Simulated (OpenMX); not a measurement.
## Bi: 7 runs along one coordinate

System: Bi (Im-3m, 1 atom in the cell).
Method: Kohn-Sham DFT of a periodic cell, PBE, OpenMX 2013 PBE set, no spin polarisation (OpenMX 3.8.5).

The 7 runs differ only in the geometry, by an even scaling of the cell at fixed fractional positions. The structure derives from a Materials Project entry.

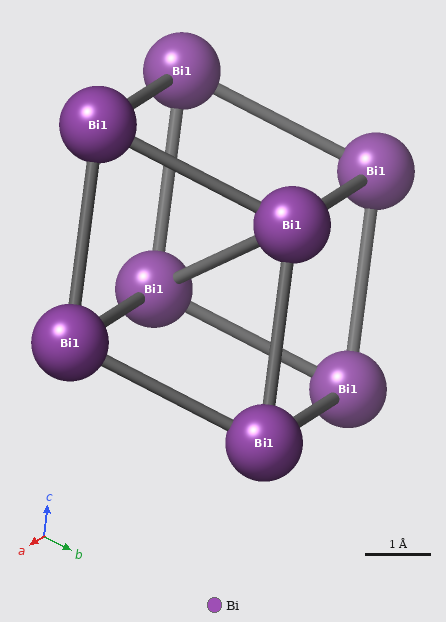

Figure 1. The structure of run 4 (ball-and-stick view of the cell of the calculation, seen slightly off an axis; atoms are numbered from 1 in the order of the input).

### Input of run 4
```
System.CurrrentDirectory             ./
System.Name                          Bi
DATA.PATH                            ./DFT_DATA13
level.of.stdout                      1
level.of.fileout                     0
Species.Number                       1
<Definition.of.Atomic.Species
  Bi  Bi8.0-s3p2d2f2         Bi_PBE13
Definition.of.Atomic.Species>

Atoms.Number                         1
Atoms.SpeciesAndCoordinates.Unit     FRAC
<Atoms.SpeciesAndCoordinates
    1  Bi    0.0000000000    0.0000000000    0.0000000000   7.500  7.500
Atoms.SpeciesAndCoordinates>

Atoms.UnitVectors.Unit               Ang
<Atoms.UnitVectors
    -1.9814305318    1.9814305318    1.9814305318
     1.9814305318   -1.9814305318    1.9814305318
     1.9814305318    1.9814305318   -1.9814305318
Atoms.UnitVectors>

scf.XcType                           GGA-PBE
scf.SpinPolarization                 off
scf.ElectronicTemperature            580.226
scf.energycutoff                     500.0
scf.maxIter                          100
scf.EigenvalueSolver                 band
scf.Kgrid                            9 9 9
scf.Mixing.Type                      rmm-diisk
scf.Init.Mixing.Weight               0.05
scf.Min.Mixing.Weight                0.001
scf.Max.Mixing.Weight                0.3
scf.Mixing.History                   25
scf.Mixing.StartPulay                8
scf.criterion                        1.0e-8
scf.stress.tensor                    on
MD.Type                              nomd
Band.dispersion                      on
Band.Nkpath                          6
<Band.kpath
   13   0.000000  0.000000  0.000000    0.500000 -0.500000  0.500000  G H
    9   0.500000 -0.500000  0.500000    0.000000  0.000000  0.500000  H N
    9   0.000000  0.000000  0.500000    0.000000  0.000000  0.000000  N G
   11   0.000000  0.000000  0.000000    0.250000  0.250000  0.250000  G P
   11   0.250000  0.250000  0.250000    0.500000 -0.500000  0.500000  P H
    6   0.250000  0.250000  0.250000    0.000000  0.000000  0.500000  P N
Band.kpath>
```

Command:
```bash
openmx Bi.dat -nt 1 > Bi.std
```

Run 3 has the same physical settings and fractional positions; its lattice vectors (Å) are:
```
  -1.968132    1.968132    1.968132
   1.968132   -1.968132    1.968132
   1.968132    1.968132   -1.968132
```

### Results, with one run withheld

| run | volume per atom (Å³) | free energy per atom, from the lowest run given (meV) |
| --- | --- | --- |
| 1 | 29.250 | 42.68 |
| 2 | 29.872 | 24.10 |
| 3 | 30.495 | ? |
| 4 | 31.117 | 3.25 |
| 5 | 31.739 | 0.00 |
| 6 | 32.362 | 0.79 |
| 7 | 32.984 | 5.30 |

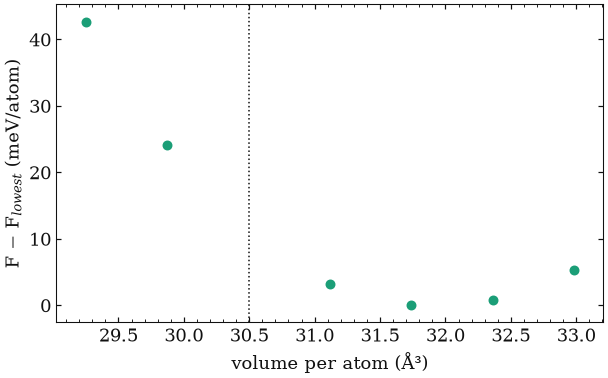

Figure 2. Free energy per atom of the runs given; the dotted line marks run 3.

Estimate the energy of run 3 from the others.

A cubic polynomial in V^(−2/3) (the Birch–Murnaghan form), fitted to the 6 runs given, misses them by at most 0.02 meV per atom. With x = V^(−2/3) − 0.10096 Å⁻², it reads F = 2.798 + 3788 x + 1.2049e+06 x² + 2.5813e+06 x³ (meV per atom). At run 3 it gives 11.13 meV per atom, and the run itself gives 11.12. The fit has its minimum at 31.919 Å³ per atom, where V d²F/dV² gives 52.6 GPa: the bulk modulus at this level, since symmetry fixes the shape and the positions.

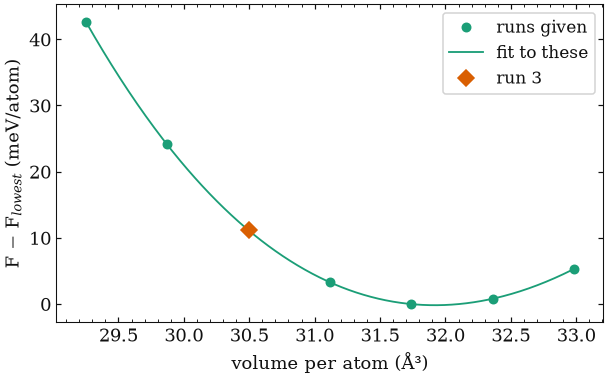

Figure 3. The fit and the withheld run.

### Some lines of the output (run 3)
```
[...]
  Cell_Volume =    205.787564134217 (Bohr^3)
        Total energy (Hartree) at MD = 1
   kloop=0
   kloop=1
   kloop=364
```

Notes: Spin–orbit coupling is left out, which matters for Bi. With a small basis of atomic orbitals these values can differ much from converged plane-wave results.
